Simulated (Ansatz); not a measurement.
**Geometry relaxation of Si47C48 (charge +2) (part 2 of 2)**

Continued. System: Si47C48 (defect cell, 95 atoms in the cell, total charge +2). Method: DFT, PBEsol, PAW, plane waves (Ansatz 0.2.0); cutoff 420 eV, 1×1×1 k-mesh, Fermi–Dirac smearing of 0.01 eV. 

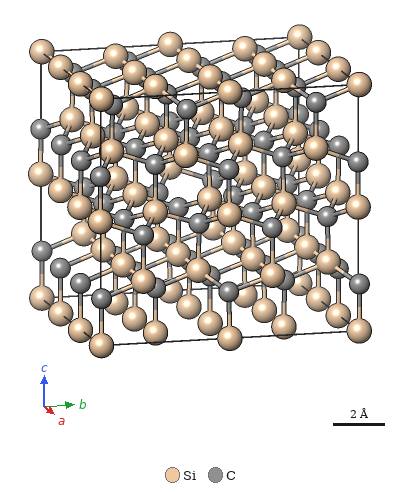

The structure as given in the input (ball-and-stick view of the cell of the calculation, seen slightly off an axis).

Log, continued:
```
--- Forces (eV/Å), atoms counted from 1 ---
  atom   1  Si    -0.00184058     0.00201288     0.00230403
  atom   2  Si     0.00050113     0.00015869     0.00108074
  atom   3  Si    -0.00302879     0.00161738    -0.00298234
  atom   4  Si     0.01059867     0.00161290     0.00399684
  atom   5  Si     0.00113506     0.00054586     0.00199844
  atom   6  Si    -0.00266649     0.00071408    -0.00118144
  atom   7  Si     0.00525257    -0.00045776     0.00037076
  atom   8  Si    -0.00171615     0.00000818    -0.00402664
  atom   9  Si    -0.01221808     0.00025700     0.00636597
  atom  10  Si    -0.00517141     0.00006806     0.00070486
  atom  11  Si     0.00131669     0.00536473     0.00026332
  atom  12  Si    -0.00027139    -0.00088556     0.00016041
  atom  13  Si    -0.00210934     0.00084033    -0.00220851
  atom  14  Si     0.00080953    -0.00094454     0.00077813
  atom  15  Si    -0.00027272     0.00038129    -0.00190871
  atom  16  Si    -0.00185192     0.00234998     0.00068814
  atom  17  Si    -0.00190639    -0.00246076     0.00140044
  atom  18  Si     0.00070515    -0.00032991     0.00147665
  atom  19  Si     0.00147251     0.00125435     0.00109308
  atom  20  Si    -0.00072302    -0.00174236     0.00072365
  atom  21  Si     0.00165276    -0.00130430    -0.00079839
  atom  22  Si    -0.00262124    -0.00062348     0.00171352
  atom  23  Si     0.00064254     0.00152701    -0.00015458
  atom  24  Si    -0.00040463     0.00345298    -0.00289881
  atom  25  Si     0.00125132    -0.00169566    -0.00091247
  atom  26  Si    -0.00194520     0.00044395    -0.00338574
  atom  27  Si     0.00178276     0.00622005     0.00093485
  atom  28  Si     0.00713323     0.00090880     0.00117992
  atom  29  Si     0.00060671     0.00432002     0.00023186
  atom  30  Si    -0.00408809    -0.00254618    -0.00354706
  atom  31  Si    -0.00302047    -0.00353343    -0.00025495
  atom  32  Si    -0.00638801    -0.00423124     0.00755824
  atom  33  Si     0.00170382     0.00177696    -0.00194706
  atom  34  Si     0.00107395     0.00070714     0.00303765
  atom  35  Si    -0.00351965     0.00390484    -0.00230346
  atom  36  Si     0.00302540    -0.00181721    -0.00285226
  atom  37  Si     0.00282287    -0.00210139    -0.00130080
  atom  38  Si     0.00047270     0.00023982    -0.00116302
  atom  39  Si     0.00199997    -0.00112621     0.00004669
  atom  40  Si    -0.00146075    -0.00045746    -0.00373179
  atom  41  Si    -0.00274113    -0.00155846     0.00049696
  atom  42  Si     0.00040325    -0.00034507    -0.00543464
  atom  43  Si     0.00189748     0.00067381    -0.00282184
  atom  44  Si    -0.00081144     0.00258189     0.00435173
  atom  45  Si     0.00115475     0.00128301     0.00191937
  atom  46  Si    -0.00249539    -0.00091848    -0.00004717
  atom  47  Si    -0.00149842    -0.00293515    -0.00164662
  atom  48  C      0.00084489    -0.00210399    -0.00138070
  atom  49  C      0.00057328     0.00333807    -0.00143314
  atom  50  C     -0.00103725    -0.00117839     0.00011589
  atom  51  C      0.00228877    -0.00149359    -0.00057830
  atom  52  C     -0.00142340    -0.00213154    -0.00124087
  atom  53  C      0.00381879    -0.00051787    -0.00019470
  atom  54  C      0.00130493     0.00109866     0.00442065
  atom  55  C     -0.00265083    -0.00113971     0.00250656
  atom  56  C      0.00176726     0.00231342    -0.00092124
  atom  57  C     -0.00186243     0.00138118    -0.00094949
  atom  58  C      0.00074636     0.00167898     0.00136276
  atom  59  C      0.00055203     0.00139484     0.00262115
  atom  60  C      0.00167453    -0.00139360    -0.00048419
  atom  61  C      0.00240742    -0.00451713     0.00271994
  atom  62  C     -0.00078340    -0.00325460     0.00183688
  atom  63  C     -0.00114585     0.00147490    -0.00213426
  atom  64  C      0.00171550    -0.00292137     0.00288493
  atom  65  C      0.00235908     0.00006675     0.00169801
  atom  66  C     -0.00268302    -0.00199236    -0.00278470
  atom  67  C     -0.00318200    -0.00078569     0.00005913
  atom  68  C      0.00226198     0.00225027     0.00387668
  atom  69  C     -0.00091065    -0.00078507    -0.00502144
  atom  70  C      0.00042973     0.00189464    -0.00018603
  atom  71  C      0.00165005    -0.00325890    -0.00148330
  atom  72  C      0.00426828     0.00069300     0.00051725
  atom  73  C      0.00311896     0.00331496     0.00074914
  atom  74  C     -0.00673475    -0.00016569     0.00334993
  atom  75  C      0.00121039    -0.00324753     0.00225582
  atom  76  C     -0.00104909     0.00046064     0.00161738
  atom  77  C      0.01029823    -0.00052145     0.00305509
  atom  78  C     -0.00007531     0.00320023     0.00204979
  atom  79  C      0.00043239     0.00213696    -0.00288258
  atom  80  C     -0.00004130    -0.01354194    -0.00598787
  atom  81  C     -0.00242942    -0.00340877     0.00124355
  atom  82  C     -0.00304535     0.00324389    -0.00074597
  atom  83  C      0.00106364    -0.00218583     0.00181956
  atom  84  C     -0.00047317     0.00040910     0.00179508
  atom  85  C      0.00248367     0.00214997    -0.00240890
  atom  86  C     -0.00229194    -0.00121334     0.00237208
  atom  87  C      0.00183571     0.00109337    -0.00270325
  atom  88  C      0.00045062    -0.00028028    -0.00104830
  atom  89  C      0.00150090    -0.00041464     0.00130512
  atom  90  C      0.00047983     0.00120694     0.00080019
  atom  91  C     -0.00295739     0.00229221    -0.00323515
  atom  92  C     -0.00201837     0.00047334    -0.00496975
  atom  93  C      0.00167024    -0.00001736    -0.00256454
  atom  94  C     -0.00004354     0.00166640    -0.00021929
  atom  95  C     -0.00103656     0.00007156     0.00109640
  max |Σ_I F_I| component: 6.11e-5 eV/Å
--- Charged-cell corrections in eV (Makov–Payne, q = +2.000 e, ε = 9.700) ---
  F (periodic)     = -41083.911630  (uncorrected; the corrections below are reported, never added to it)
  E_corr1          = +0.840110  (monopole, q²α_M/2εL)
  F Makov-Payne    = -41083.071520  (F + E_corr1; no measured alignment; for a localised charge, not one spread in a band: unchecked)
--- Band table (eV) ---
  k-point 0: bands = ["-6.1863", "-5.1565", "-5.1301", "-5.0241", "-4.9722", "-4.8075", "-4.6925", "-4.0139", "-3.9944", "-3.9778", ... 74 levels left out ..., "3.7310", "3.8604", "3.9127", "4.0031", "4.0318", "4.0440", "4.0688", "4.1023", "4.1048", "4.1412", "4.1536", "4.3564", "4.3566", "4.3574", "4.4629", "4.5659", "4.7331", "4.8767", "4.8886", "4.9077", "4.9467", "4.9874", "5.0035", "5.1712", "5.2416", "5.2588", "5.3657", "5.4688", "5.5776",
      "5.6503", "5.7084", "5.7903", "5.8509", "5.8893", "5.8920", "5.9451", "5.9633", "5.9858", "6.0380", "6.0649", "6.0853", "6.1581", "6.1774", "6.2763", "6.3043", "6.3535", "6.3592", "6.3666", "6.4017", "6.4429", "6.4843", "6.4884", "6.5247", "6.5527", "6.6147", "6.6695", "6.6800", "6.7049", "6.7170", "6.7307", "6.7663", "6.7781", "6.7933", "6.8183", "6.8744", "6.8794", "6.9841", "7.0237", "7.0461",
      "7.0987", "7.1023", "7.2931", "7.3394", "7.4069", "7.5263", "7.5572", "7.5638", "7.5903", "7.6078", "7.6760", "7.6789", "7.7019", "7.7203", "7.7319", "7.8069", "7.8484", "7.8607", "7.8883", "7.9865", "7.9897", "8.0814", "8.1124", "8.3078", "8.3237", "8.3261", "8.4401", "8.4412", "8.5293", "8.5590", "8.5969", "8.6757", "8.7068", "9.0573", "9.1481", "9.2066", "9.5904", "9.6524", "9.7887", "11.4949",
      "11.6623", "12.2910", "12.3459", "12.3999", "12.4775", "12.5227", "12.6021", "12.7125", "12.7202", "13.0504", "13.0989", "13.2068", "13.2376", "13.2788", "13.2961", "13.4748", "13.5195", "13.7538", "13.9422", "13.9777", "14.0178", "14.0964", "14.1237", "14.1595", "14.2172", "14.2345", "14.2724", "14.3485", "14.3627", "14.4515", "14.4529", "14.4996", "14.5577", "14.5778", "14.6123", "14.6412", "14.7319", "14.7871", "14.7946", "14.8112",
      "14.8786", "14.8921", "14.9393", "14.9831", "15.0258", "15.0631", "15.1048", "15.2206", "15.2434", "15.4167", "15.5184", "15.5418", "15.5793", "15.7149", "15.8669", "15.9281", "15.9529", "15.9769", "15.9976", "16.0776", "16.2372", "16.2561", "16.2684", "16.3650", "16.3790", "16.4619", "16.5268", "16.5555", "16.6068", "16.6108", "16.6788", "16.6947", "16.7142", "16.7374", "16.8383", "16.8914", "16.9582", "16.9643", "16.9856", "16.9886",
      "16.9971", "17.0078", "17.0771", "17.1923", "17.2222", "17.2692", "17.3043", "17.3204", "17.3638", "17.3941", "17.4583"]
--- Relaxed structure (5 steps of the walk, 4 accepted, 0 SCFs on fresh bases) ---
  F+E_penalty+E_count = -41083.91163028 eV   max|allowed force component| = 1.354e-2 eV/Å
  atoms:
    - { symbol: Si, position: [0.0002542464293753408, 0.9987957581602385, 0.5016553441788385] }
    - { symbol: Si, position: [0.3334829566733629, 0.9985153313235041, 0.5004323901426153] }
    - { symbol: Si, position: [0.16889285628229359, 0.24815507175842036, 0.5026319087403905] }
    - { symbol: Si, position: [1.0009238533673406, 0.5048408674118414, 0.5037379128627512] }
    - { symbol: Si, position: [0.6667029070403504, 0.9988155630315381, 0.5016476923179484] }
    - { symbol: Si, position: [0.49806978656297135, 0.24816974219811413, 0.5026148019749019] }
    - { symbol: Si, position: [0.1646019757622614, 0.7487575659840493, 0.5024449343079707] }
    - { symbol: Si, position: [0.8334791261940616, 0.24839804226180004, 0.5008230543915894] }
    - { symbol: Si, position: [0.6660313829334165, 0.5048482038223598, 0.503716520485097] }
    - { symbol: Si, position: [0.5023639523666934, 0.7487668336676341, 0.5024331279693554] }
    - { symbol: Si, position: [0.8334708213670453, 0.7517684072904276, 0.5008926578449422] }
    - { symbol: Si, position: [0.00041012783005684556, 0.16714146645509906, 0.2487126149755862] }
    - { symbol: Si, position: [0.3334768724424579, 0.16659163784429623, 0.24877223257607545] }
    - { symbol: Si, position: [0.16638770647840145, 0.4169195898352958, 0.24759837178261881] }
    - { symbol: Si, position: [-0.0002894614094944247, 0.6674469118459561, 0.24849374569012841] }
    - { symbol: Si, position: [0.6665327405276873, 0.16713124900159487, 0.24869914358742867] }
    - { symbol: Si, position: [0.500533870255882, 0.41693197346614047, 0.24759911841459717] }
    - { symbol: Si, position: [0.3334681395464701, 0.6676552498567779, 0.24815256035500072] }
    - { symbol: Si, position: [0.16691576598878682, 0.9169760602222162, 0.24892568095072032] }
    - { symbol: Si, position: [0.8334696528640528, 0.41630779552892444, 0.2470261847961311] }
    - { symbol: Si, position: [0.667225433000501, 0.6674461943102945, 0.24847629595356024] }
    - { symbol: Si, position: [0.5000363155360266, 0.9169785413825727, 0.24890815797089685] }
    - { symbol: Si, position: [0.8334716414299363, 0.9178736903304878, 0.24952818932001358] }
    - { symbol: Si, position: [0.1666720681239542, 0.0819558026568757, 0.7504847985687965] }
    - { symbol: Si, position: [0.99989865786549, 0.3328338326164495, 0.7496614383099449] }
    - { symbol: Si, position: [0.5002886218159117, 0.08197274890947434, 0.7504841528668585] }
    - { symbol: Si, position: [0.3334682354777361, 0.3297364974312195, 0.7491430956923539] }
    - { symbol: Si, position: [0.1639183888379897, 0.5850863760358976, 0.7493202809696332] }
    - { symbol: Si, position: [-0.000606491637110257, 0.8337296073148265, 0.7506587130483291] }
    - { symbol: Si, position: [0.8334930171731303, 0.08298210464907542, 0.7502028630197253] }
    - { symbol: Si, position: [0.6670453913343805, 0.33284912678778555, 0.7496496566812293] }
    - { symbol: Si, position: [0.5030566832375418, 0.5851226375667545, 0.749277650807663] }
    - { symbol: Si, position: [0.33347245572820516, 0.8332526072825245, 0.7499051926842718] }
    - { symbol: Si, position: [0.8334810836253493, 0.5843752372364541, 0.7510208349432828] }
    - { symbol: Si, position: [0.6675856829147228, 0.8337533465568765, 0.7506666464450897] }
    - { symbol: Si, position: [-6.701431537479169e-5, -0.0001598268203566659, 0.00020220422236575785] }
    - { symbol: Si, position: [0.3334600827820076, 0.9997390641832781, 0.0001465648351572889] }
    - { symbol: Si, position: [0.166166469094824, 0.24899635208374213, 0.998787034165666] }
    - { symbol: Si, position: [-0.0005541859455167172, 0.49960621517807524, 0.9988092709455366] }
    - { symbol: Si, position: [0.6670017430695114, 0.9998380402909839, 1.0001992856366244] }
    - { symbol: Si, position: [0.5007809826638524, 0.24901127752180865, 0.9987739746779934] }
    - { symbol: Si, position: [0.3334607692929661, 0.49979256390440807, -0.0016966798094753448] }
    - { symbol: Si, position: [0.16653655601760628, 0.75062910500071, -0.0010325416872905275] }
    - { symbol: Si, position: [0.8334776821878688, 0.24916755918922034, -0.0005350391238204021] }
    - { symbol: Si, position: [0.6674714303023339, 0.49959333924982163, 0.9987953165193018] }
    - { symbol: Si, position: [0.5004016867420815, 0.7506370730128222, -0.0010552480060195125] }
    - { symbol: Si, position: [0.8334797670386841, 0.7503476712885205, 1.0004732289198006] }
    - { symbol: C, position: [0.0003178917696951433, 0.0001558262661968147, 0.187469542301637] }
    - { symbol: C, position: [0.33347036246539274, 0.9997373540773637, 0.18730811110940757] }
    - { symbol: C, position: [0.16738627985263488, 0.2500558668640528, 0.1867371916418714] }
    - { symbol: C, position: [1.0002360756360817, 0.5005419459733783, 0.18637406683692176] }
    - { symbol: C, position: [0.6666318028779532, 1.0001532828458684, 0.1874596624770876] }
    - { symbol: C, position: [0.49954283653795545, 0.25006046696433426, 0.1867346930889511] }
    - { symbol: C, position: [0.3334541511668113, 0.5000779483912462, 0.18749223367589776] }
    - { symbol: C, position: [0.16650221141711857, 0.7497073440230813, 0.1864382516885063] }
    - { symbol: C, position: [0.833464094460287, 0.24963916775955977, 0.18689203392663506] }
    - { symbol: C, position: [0.6666911920790446, 0.5005258040985204, 0.1863715150409514] }
    - { symbol: C, position: [0.5004428122964111, 0.7496939176700221, 0.18642748047577515] }
    - { symbol: C, position: [0.8334694429754328, 0.7506758724164715, 0.18716496984678782] }
    - { symbol: C, position: [0.9999842339534672, 1.0001242823180763, 0.6876735015998685] }
    - { symbol: C, position: [0.33347107235690016, -0.0002509620052891977, 0.6873716341631813] }
    - { symbol: C, position: [0.16657007735740925, 0.2491733320390008, 0.6881817961462044] }
    - { symbol: C, position: [0.9992368779844546, 0.5004138163548452, 0.6884566761489991] }
    - { symbol: C, position: [0.6669667822624462, 0.00014611138514722833, 0.6876566011819404] }
    - { symbol: C, position: [0.5003657308172869, 0.2491692923325856, 0.6881730173404111] }
    - { symbol: C, position: [0.3335047137221184, 0.5001251188515421, 0.7115360555368199] }
    - { symbol: C, position: [0.1661705421354713, 0.7506624519020603, 0.6881876816280863] }
    - { symbol: C, position: [0.8334639523079167, 0.25004464321597675, 0.6870561258608247] }
    - { symbol: C, position: [0.6677390714075657, 0.5004335088512646, 0.6884515222597622] }
    - { symbol: C, position: [0.5008087900593376, 0.7506827820263924, 0.6881812769413441] }
    - { symbol: C, position: [0.8334750019079855, 0.7503997120534817, 0.6875584964690076] }
    - { symbol: C, position: [0.0012146003478190463, 0.16693455636146878, 0.4377300228146365] }
    - { symbol: C, position: [0.33346524698319546, 0.16598760959107206, 0.43782571115931695] }
    - { symbol: C, position: [0.1499777909473663, 0.40947697890185975, 0.4329684904572771] }
    - { symbol: C, position: [-0.0012065736304364065, 0.6685061234595893, 0.4375575217283212] }
    - { symbol: C, position: [0.6657207083603945, 0.1669470844568141, 0.43771204114137424] }
    - { symbol: C, position: [0.5169102136518573, 0.40951412292599837, 0.43297928512758294] }
    - { symbol: C, position: [0.3334828892514883, 0.6844375471472879, 0.43270066526916406] }
    - { symbol: C, position: [0.16665793266509707, 0.9168103975808884, 0.43778844184033944] }
    - { symbol: C, position: [0.8334760641066744, 0.41532826753770685, 0.4359667435124792] }
    - { symbol: C, position: [0.6681661937667299, 0.6685091247238053, 0.43754605699389754] }
    - { symbol: C, position: [0.5003148956863931, 0.9168135618399683, 0.437766848968379] }
    - { symbol: C, position: [0.8334714077620845, 0.9189190320806887, 0.4382246167882114] }
    - { symbol: C, position: [0.16670761883212543, 0.08212850270474022, 0.9385146659555959] }
    - { symbol: C, position: [0.999898126927223, 0.3325157658383169, 0.9380878904184585] }
    - { symbol: C, position: [0.5002389601220769, 0.0821385554500301, 0.9385139898785537] }
    - { symbol: C, position: [0.33346018992816356, 0.3318625318089038, 0.9394496186277342] }
    - { symbol: C, position: [0.16612411732780494, 0.5830327019435115, 0.9390812443881906] }
    - { symbol: C, position: [-9.230886819389774e-5, 0.8330188215876357, 0.9385240687139134] }
    - { symbol: C, position: [0.8334699629307646, 0.08250912608876464, 0.9382678543739046] }
    - { symbol: C, position: [0.6670515629085934, 0.33251409277634386, 0.9380807499710706] }
    - { symbol: C, position: [0.5008077264258942, 0.583030901075841, 0.939080278665945] }
    - { symbol: C, position: [0.33346017991560434, 0.8326954549984397, 0.9383061153977081] }
    - { symbol: C, position: [0.8334629817774796, 0.5831939359088041, 0.938580840409038] }
    - { symbol: C, position: [0.6670400791685398, 0.8330202104195035, 0.9385247630898473] }
--- Löwdin populations: 95 sites ---
  site symbol       q [e]
     0     Si      2.9315
     1     Si      2.9251
     2     Si      2.9224
     3     Si      2.9430
     4     Si      2.9315
     5     Si      2.9225
     6     Si      2.9236
     7     Si      2.9303
     8     Si      2.9431
     9     Si      2.9236
    10     Si      2.9234
    11     Si      2.9398
    12     Si      2.9361
    13     Si      2.9376
    14     Si      2.9355
    15     Si      2.9397
    16     Si      2.9376
    17     Si      2.9387
    18     Si      2.9392
    19     Si      2.9390
    20     Si      2.9355
    21     Si      2.9392
    22     Si      2.9392
    23     Si      2.9384
    24     Si      2.9347
    25     Si      2.9385
    26     Si      2.9283
    27     Si      2.9257
    28     Si      2.9392
    29     Si      2.9388
    30     Si      2.9347
    31     Si      2.9257
    32     Si      2.9355
    33     Si      2.9359
    34     Si      2.9392
    35     Si      2.9218
    36     Si      2.9215
    37     Si      2.9258
    38     Si      2.9245
    39     Si      2.9218
    40     Si      2.9258
    41     Si      2.9195
    42     Si      2.9239
    43     Si      2.9227
    44     Si      2.9245
    45     Si      2.9239
    46     Si      2.9208
    47      C      4.9541
    48      C      4.9561
    49      C      4.9422
    50      C      4.9418
    51      C      4.9541
    52      C      4.9422
    53      C      4.9145
    54      C      4.9418
    55      C      4.9578
    56      C      4.9418
    57      C      4.9418
    58      C      4.9549
    59      C      4.9605
    60      C      4.9554
    61      C      4.9606
    62      C      4.9629
    63      C      4.9605
    64      C      4.9605
    65      C      4.6943
    66      C      4.9633
    67      C      4.9547
    68      C      4.9629
    69      C      4.9633
    70      C      4.9628
    71      C      4.9179
    72      C      4.9521
    73      C      4.6800
    74      C      4.9601
    75      C      4.9179
    76      C      4.6801
    77      C      4.7062
    78      C      4.9282
    79      C      4.8500
    80      C      4.9602
    81      C      4.9281
    82      C      4.9552
    83      C      4.9667
    84      C      4.9630
    85      C      4.9666
    86      C      4.9345
    87      C      4.9386
    88      C      4.9656
    89      C      4.9664
    90      C      4.9631
    91      C      4.9384
    92      C      4.9632
    93      C      4.9691
    94      C      4.9656
  spilling = 0.009763 (of n_electrons = 378.000000)
```

Results in brief:

| quantity | value |
| --- | --- |
| outcome | converged |
| electrons treated | 378 |
| free energy | −41083.9116 eV |
| Fermi energy | 9.399 eV |
| largest force (length of the vector) at the end | 0.015 eV/Å |
| hardware | 1 × NVIDIA GB300, 8 threads of Arm Neoverse-V2, shared host |
| wall time | 5 s (CPU time 9.5 s) |
| peak memory | 1.8 GiB |

The k-point mesh is coarse for a cell of this size, so the results may not be converged.
